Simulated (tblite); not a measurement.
## Run report: C, single-point calculation

- system: C (P6₃/mmc, 4 atoms in the cell)
- method: with the settings of its input (tblite 0.8.0)

The structure was built on a prototype by a generator. Some settings of this run were made unusual or wrong on purpose. The geometry comes from this level: r2SCAN.

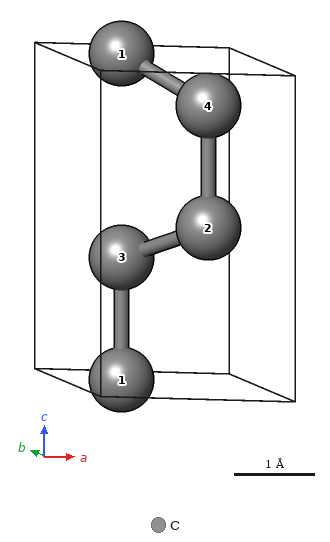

Figure 1. The structure (ball-and-stick view of the cell of the calculation, seen slightly off an axis; atoms are numbered from 1 in the order of the input).

## Input file
```python
import json
from ase import Atoms
from ase.build import make_supercell
from ase.units import Bohr, GPa, Hartree
from tblite.interface import Calculator

atoms = Atoms(['C', 'C', 'C', 'C'],
              cell=[[2.50319537, 0.0, 0.0], [-1.25159769, 2.16783078, 0.0], [0.0, 0.0, 4.16886928]],
              scaled_positions=[[0.333333333, 0.666666667, 0.000231317], [0.666666667, 0.333333333, 0.500231317], [0.333333333, 0.666666667, 0.374768683], [0.666666667, 0.333333333, 0.874768683]],
              pbc=True)
cluster = make_supercell(atoms, [[4, 0, 0], [0, 4, 0], [0, 0, 2]])
calc = Calculator('GFN1-xTB', cluster.numbers, cluster.positions / Bohr, lattice=cluster.cell[:] / Bohr, periodic=cluster.pbc)
calc.set('temperature', 0.02 / Hartree)
calc.set('max-iter', 5)
res = calc.singlepoint()
levels = res.get('orbital-energies') * Hartree
nv = round(res.get('orbital-occupations').sum() / 2)
cells = len(cluster) // len(atoms)
out = {'energy_per_cell': res.get('energy') * Hartree / cells, 'homo': levels[nv - 1], 'lumo': levels[nv],
       'stress': (-res.get('virial') * Hartree / cluster.get_volume() / GPa).tolist(), 'charges': res.get('charges')[:len(atoms)].tolist(), 'electrons': 2 * nv / cells}
json.dump(out, open('results.json', 'w'))
for key, value in out.items():
    print(key, value)
```

Command:
```bash
python run.py
```

## Output
```
------------------------------------------------------------
  cycle        total energy    energy error   density error
------------------------------------------------------------
      1     -273.0550523868  -2.7537246E+02   9.0819289E-01
      2     -273.0553250881  -2.7270128E-04   5.4356619E-01
      3     -273.0554772824  -1.5219434E-04   3.2812972E-05
      4     -273.0554772824  -7.7875484E-12   1.5408195E-07
------------------------------------------------------------

 total:                                   6.986 sec
energy_per_cell -232.19431244997722
homo -8.121992321730117
lumo -2.3423716949298172
stress [[-1.607824094547498, -0.00011311272867623652, 3.037299782381492e-07], [-0.00011311272867645607, -1.607955637923084, -1.7535860171488833e-07], [3.0372997764573213e-07, -1.7535860045748997e-07, -15.053732866390979]]
charges [-5.372338043319047e-07, 1.1684297951397582e-07, -1.6042009942651703e-09, 1.7417195885549575e-07]
electrons 16.0
```

## What the run reported

```json
{"quantity": "outcome", "value": "converged"}
{"quantity": "space group (tolerance 0.01 Å)", "value": "P6₃/mmc (194)"}
{"quantity": "electrons treated", "value": "16"}
{"quantity": "total energy", "value": "−232.1943 eV"}
{"quantity": "band gap", "value": "5.78 eV"}
{"quantity": "pressure", "value": "−6.09 GPa"}
{"quantity": "hardware", "value": "1 thread of Intel Xeon @ 2.50GHz (Skylake/Cascade Lake), 32 GiB of memory available, shared host"}
{"quantity": "wall time", "value": "8.1 s"}
{"quantity": "peak memory", "value": "0.13 GiB"}
```

Some settings of this run were drawn to be unusual or wrong. It converged; results that depend on the unusual settings are not reference values.
